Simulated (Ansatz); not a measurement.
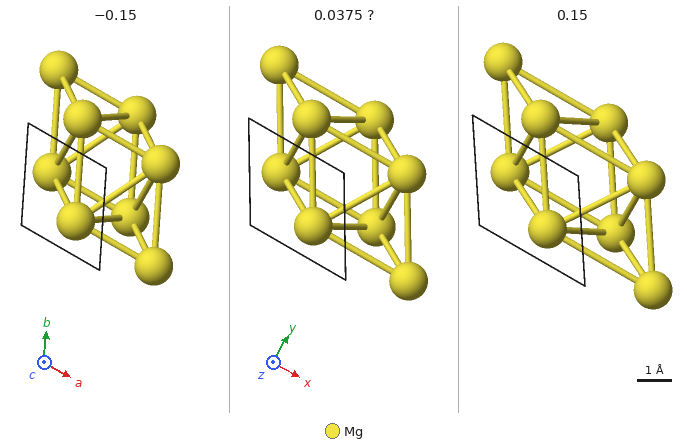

Energy scan for crystalline Mg (P6_3/mmc), in which the cell is strained along x alone, with the atoms kept at their fractional coordinates. x, y and z are the Cartesian axes of the input. A ball-and-stick model of the cell of the calculation, repeated 2 × 2 × 1 with one cell outlined, seen along the c axis.

Theory: Ansatz, DFT PBEsol, scalar-relativistic, plane waves, PAW. Settings: plane-wave cutoff 420 eV; k-point mesh 18 × 18 × 10; occupations gaussian; smearing width 0.15 eV; no spin polarisation. Energies (free energies at the smearing named) are counted from the cell as listed in its source, which wasn't relaxed.

| strain | E − E(ref) (meV/atom) |
| --- | --- |
| −0.1500 | 146.8 |
| −0.1125 | 63.9 |
| −0.0750 | 19.2 |
| −0.0375 | 1.0 |
| 0.0000 | 0.0 |
| 0.0375 | ? |
| 0.0750 | 31.5 |
| 0.1125 | 57.1 |
| 0.1312 | 71.4 |
| 0.1500 | 86.6 |

Question: Fill in the missing row.

Answer: A straight line between the two neighbours gives 15.8 meV/atom. A cubic through the four nearest rows (−0.0375, 0.0000, 0.0750, 0.1125) gives, with Lagrange weights, (−0.1667)(1.0) + (0.6667)(0.0) + (0.6667)(31.5) + (−0.1667)(57.1) = 11.3 meV/atom. The calculation gives 11.3 meV/atom, so the cubic is right to the digits shown and the straight line 4.5 meV/atom too high, as the curve bends upwards here.

The whole profile:

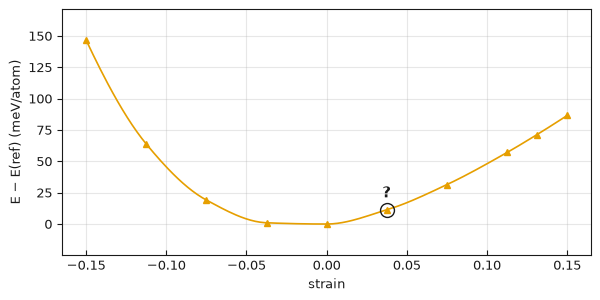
